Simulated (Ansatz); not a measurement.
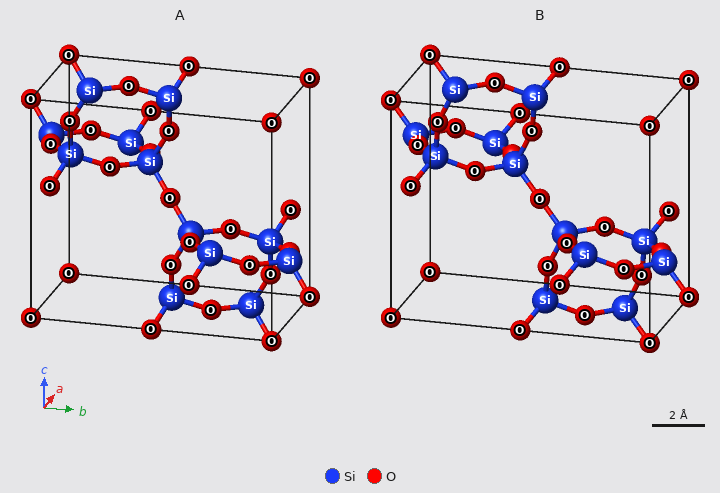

Two geometries of crystalline SiO₂ (set up in Imma): one is the relaxed structure, the other was perturbed away from it. The picture is a ball-and-stick view of the conventional cell (2 times the calculation's cell), seen from a free direction. Lengths and directions refer to the drawn axes.

These are results of DFT PBE, scalar-relativistic, plane waves, PAW in Ansatz, not measurements. Set-up: plane-wave cutoff 420 eV; k-point mesh 6 × 6 × 6; occupations gaussian; smearing width 0.02 eV; no spin polarisation.

Q: Which one is perturbed?

A: Structure B is the perturbed one. The volume is changed by +10.0 %. The cell's shape and the atoms are relaxed at that volume. The energy rises by 42.3 meV per atom. Pressure: 0.0 GPa before, −7.6 GPa after. The gap on the k-mesh goes from 5.39 to 5.02 eV. The volume changes by +10.0 %, with a 5.287 → 5.443 Å (+3.0 %), b 9.650 → 10.377 Å (+7.5 %), c 8.943 → 8.886 Å (−0.6 %). The largest moves relative to the cell, 0.26 Å, are those of O atoms. Largest moves by element: O 0.26 Å, Si 0.12 Å. Among the bonded contacts that change: O–Si 1.611 → 1.659 Å, O–Si 1.624 → 1.655 to 1.658 Å. The space group stays Imma (No. 74).
